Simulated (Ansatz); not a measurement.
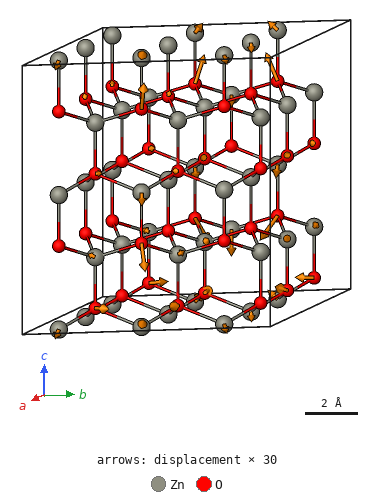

A relaxation of a defect cell of composition Zn$_{36}$O$_{35}$ (coarse preliminary run). The starting structure is drawn; orange arrows show the displacements, magnified 30 times.

The picture is a ball-and-stick view of the cell of the calculation, seen slightly off an axis.

Case: O vacancy (site b), charge +0, atoms relaxed at the host's cell.

Theory: DFT PBE, scalar-relativistic, plane waves, PAW (Ansatz 0.2.0). Set-up: plane-wave cutoff 420 eV; k-point mesh 1 × 1 × 1; occupations gaussian; smearing width 0.01 eV; no spin polarisation; atoms relaxed in a fixed cell; force threshold 0.025 eV/Å; at most 45 steps.

Q: What happened in the run?

A: After 3 geometry steps the energy has fallen by 74.4 meV per cell of the calculation. Largest force component: 0.35 eV/Å at the start, 0.015 eV/Å at the end. The largest moves, 0.042 Å, are those of O atoms. By element the largest moves are O 0.042 Å, Zn 0.036 Å. The cell stays as it was. Near-neighbour distances that change, for instance: O–Zn 2.007 → 1.981 Å, O–Zn 1.999 → 2.017 Å. Among the angles between lasting bonds that change: O–Zn–O 108.7° → 106.5°.
